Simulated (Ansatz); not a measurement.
## Electronic structure of Mg₄Se in real space

Input file:

```
crystal:
  lattice:
    - [1.8121588639, 1.0462504079, 10.75259425]
    - [-1.8121588639, 1.0462504079, 10.75259425]
    - [0.0, -2.0925008158, 10.75259425]
  atoms:
    - { symbol: Mg, position: [0.3849651329, 0.3849651329, 0.3849651329] }
    - { symbol: Mg, position: [0.7951741259, 0.7951741259, 0.7951741259] }
    - { symbol: Mg, position: [0.2048258741, 0.2048258741, 0.2048258741] }
    - { symbol: Mg, position: [0.6150348671, 0.6150348671, 0.6150348671] }
    - { symbol: Se, position: [0.0, 0.0, 0.0] }
basis:
  ecutwfc: 420
kpoints:
  mp_grid: { grid: [12, 12, 12] }
  band_path:
    path:
      - [[0.0, 0.0, 0.0], [0.5, 0.5, 0.5], [0.82702153, 0.17297847, 0.5]]
      - [[0.5, -0.17297847, 0.17297847], [0.5, 0.0, 0.0], [0.0, 0.0, 0.0], [0.33648924, -0.33648924, 0.0]]
      - [[0.66351076, 0.0, 0.33648924], [0.5, 0.0, 0.5], [0.0, 0.0, 0.0]]
    npoints: 14
hamiltonian:
  xc: pbe
scf:
  occupations: { method: gaussian, width: 0.1 }
  n_extra_bands: 12
output:
  forces: true
  stress: true
  eigenvalues: true
  populations: true
  dos: { projected: true, de: 0.02, nscf_kmesh: { grid: [15, 15, 15] } }
  bader: true
  write_density: true
  write_potential: true
  elf: true
  volumetric_format: npy
```

Run with:

```sh
ansatz run input.yaml --threads 1 --pin off --max-ram 2560MiB --backend cpu --events-out ev --progress --plain --runs-dir out
```

Below, planes, directions and counts refer to the conventional cell (a = 3.62 Å, b = 3.62 Å, c = 32.26 Å, α = 90.00°, β = 90.00°, γ = 120.00°).

Space group R-3m; a structure from a database of computed crystals, not necessarily the ambient phase; a generated structure, not necessarily the stable one.

All numbers below come from DFT PBE, scalar-relativistic, plane waves, PAW (Ansatz).

Core electrons are frozen (PAW), and the valence fields are smoothed inside the atomic spheres.

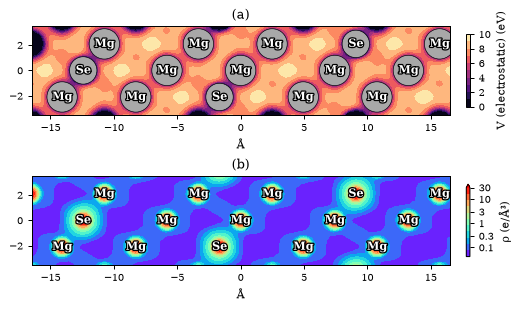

Figure 1. (a) electrostatic potential (local pseudopotential plus Hartree) felt by an electron; (b) valence charge density (pseudo) on the (110) plane of the conventional cell. Grey discs cover the atomic cores in the potential map.

Q: What does the map show?

A:
- Atoms in the plane: Mg and Se.
- Mg–Se (2.67 Å): ρ at the midpoint is about 0.27 e/Å³.
- Between the atoms the lowest density in this plane is 0.04 e/Å³.
- Outside the cores the potential energy rises away from the atoms and is highest about 2.4 Å from the nearest atoms; its zero is arbitrary.

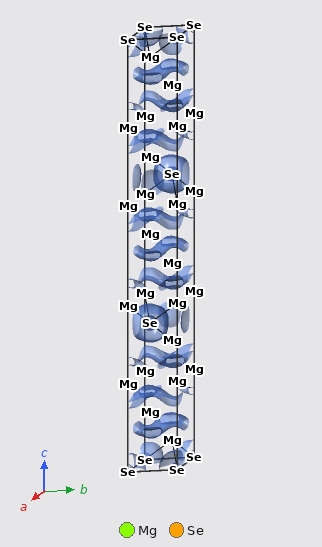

Figure 2. Isosurface of the electron localisation function at 0.6 (blue), seen slightly off an axis. Only the valence region is drawn (cores and ρ < 0.01 e/Å³ removed). Sticks mark near contacts.

Q: Where are the electrons localised?

A: The surface consists of three regions wrapped around Se (the valence shell of each) and sheets that run through the cell in two directions, counted in one cell of 15 atoms. Regions shared between cells count once.


Mg–Se (2.67 Å): the ELF is about 0.75 at the midpoint.

Q: How much charge does the calculation move between the atoms?

A: Electrons move from Mg towards Se. Bader charges: Mg 0.00 to +0.90 and Se −1.80 e.

Q: Does the calculation give a band gap?

A: It is metallic or semimetallic at this level of theory: no gap opens.
